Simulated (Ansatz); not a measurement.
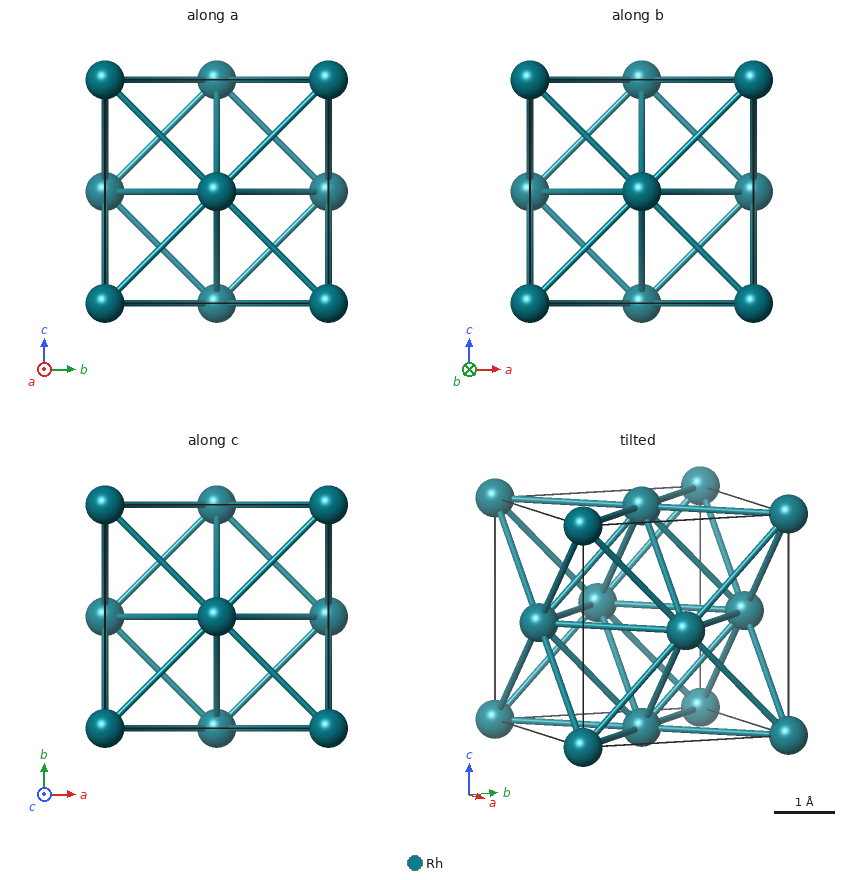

View along the a axis, along the b axis, along the c axis and slightly off an axis, drawn as a ball-and-stick model. The frame is the conventional unit cell; atoms at its boundary are shown with their periodic copies.

Lattice parameters: a = 3.779 Å, b = 3.779 Å, c = 3.779 Å, α = 90.00°, β = 90.00°, γ = 90.00°. Put a along x and b in the xy plane.

**Record the structure as a POSCAR file.**

```
Rh
1.0
     3.779    0.000    0.000
     0.000    3.779    0.000
     0.000    0.000    3.779
Rh
4
Direct
  0.0000 0.0000 0.0000
  0.0000 0.5000 0.5000
  0.5000 0.0000 0.5000
  0.5000 0.5000 0.0000
```

The initial geometry was a structure type filled with this element by a generator (whether the element takes this form wasn't checked). The cell was then strained or its atoms displaced on purpose. It went into a calculation with Ansatz.

At this level of theory the cell isn't at rest (compressed, at 12 GPa), so its distances can differ from those at equilibrium, the more so the softer the solid.
